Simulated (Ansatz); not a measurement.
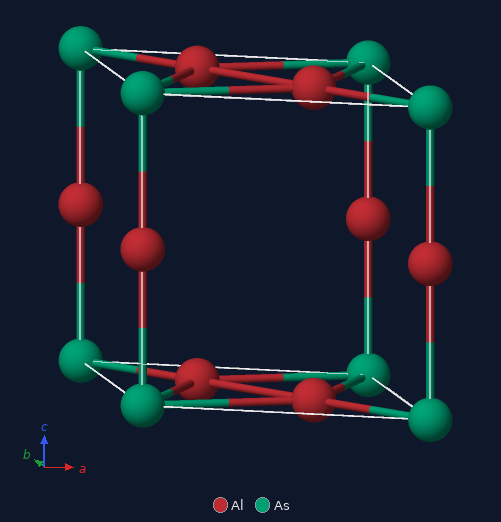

View slightly off an axis, drawn as a ball-and-stick model. The parallelepiped is the conventional unit cell. Cell: a = 4.79 Å, b = 4.79 Å, c = 5.00 Å, α = 90.00°, β = 90.00°, γ = 120.00°.

The structure was taken from a structure type filled with these elements by a generator (whether the compound takes this form wasn't checked). Earlier steps of the study may have refined or changed the cell and positions. It was run through Ansatz as a DFT input.

Question: Give a description of the structure.

Answer: The formula is Al₃As. Symmetry: P6/mmm (No. 191), primitive hexagonal lattice. Cell content 3 Al, 1 As; Z = 1. Each As atom has eight Al at about 2.5 to 2.8 Å around it. Al takes two kinds of site: 1b with two As in a linear arrangement at about 2.5 Å; 2c with three Al and three As (about 2.8 Å to Al, 2.8 Å to As). The bonds build a three-dimensional framework.

All computed values are from DFT PBE, scalar-relativistic, plane waves, PAW in Ansatz 0.2.0. Settings: plane waves up to 420 eV, a 12×12×10 sampling of the Brillouin zone, Gaussian smearing of 0.1 eV, no spin polarisation.

Question: How large a gap does the method give, if there is one?

Answer: A metal: bands cross the Fermi level.

Question: How are the electrons shared out in a Bader analysis?

Answer: Al +0.43 to +0.87 e; As -1.72 e.

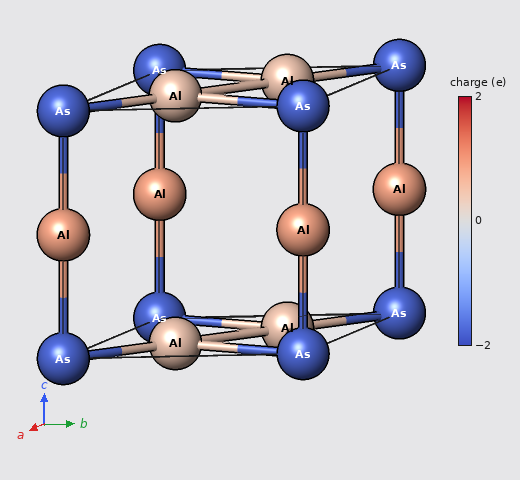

The atoms coloured by those charges. The run's cell of 4 atoms is drawn.

Question: Does this geometry sit at a stationary point of the energy?

Answer: Yes. All forces vanish to within 0.01 eV/Å. The pressure is 0.0 GPa, close to zero.
